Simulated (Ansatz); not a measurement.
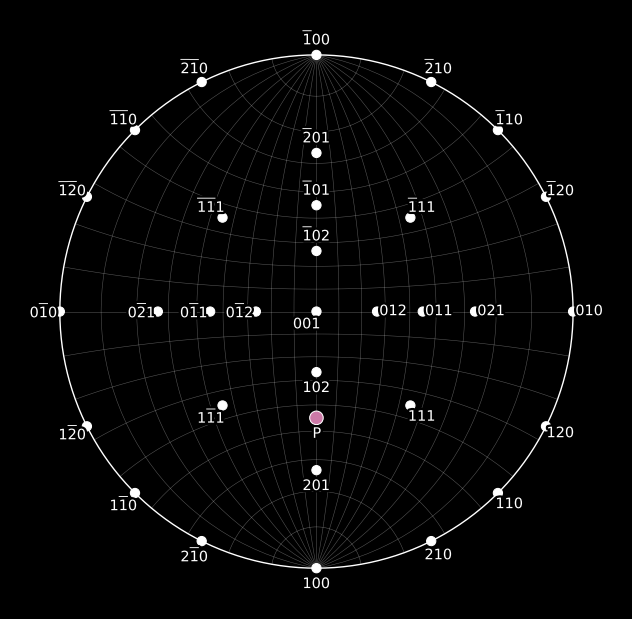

Crystal: Ni, the input geometry of an electronic-structure calculation (not necessarily at equilibrium); the starting structure was generated, so it need not be a known form of this composition. Stereographic projection of plane normals (upper hemisphere) centred on (0 0 1). Geometry calculated from the standardised cell; symmetry tolerance 0.002 Å.

a = 4.936 Å, b = 4.936 Å, c = 4.936 Å, α = 90.00°, β = 90.00°, γ = 90.00°.

Index the pole marked P.

Answer. P is (1 0 1), 45.0° from the centre.

What is the angle between the normals of (−1 −1 1) and (1 −1 0), and what are their d_hkl = 1/|g|?

Answer. 90.0°; d = 2.850 Å and 3.490 Å.
